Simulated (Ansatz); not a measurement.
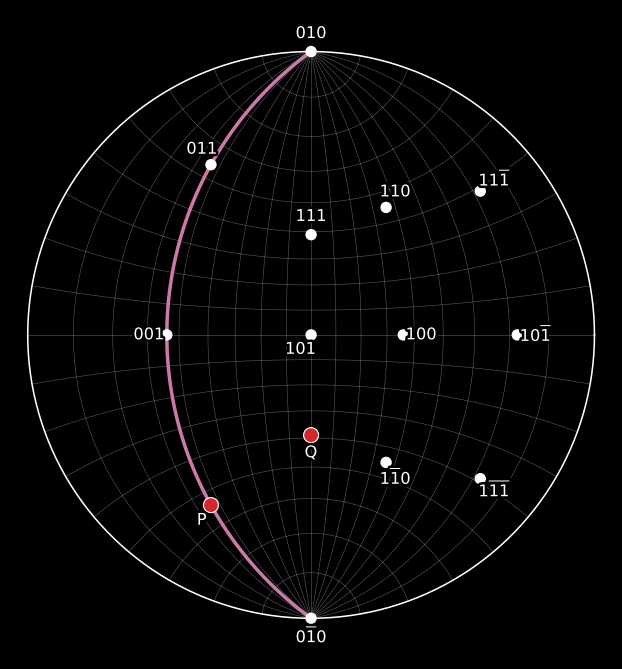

Crystal: CoPt, the end point of a relaxation with DFT LDA, scalar-relativistic, plane waves, PAW (Ansatz). Stereographic projection of plane normals (upper hemisphere) centred on (1 0 1). Symmetry computed with spglib at a tolerance of 0.002 Å; standard conventional cell.

a = 2.636 Å, b = 2.636 Å, c = 3.623 Å, α = 90.00°, β = 90.00°, γ = 90.00°.

Index the poles marked P, Q.

Answer. P is (0 −1 1), 69.7° from the centre; Q is (1 −1 1), 39.0° from the centre.

Which zone does the coloured great circle trace?

Answer. The zone [1 0 0]: its poles satisfy h = 0.

What is the angle between the normals of (0 0 1) and (1 1 −1), and what are their d_hkl = 1/|g|?

Answer. 117.2°; d = 3.623 Å and 1.658 Å.
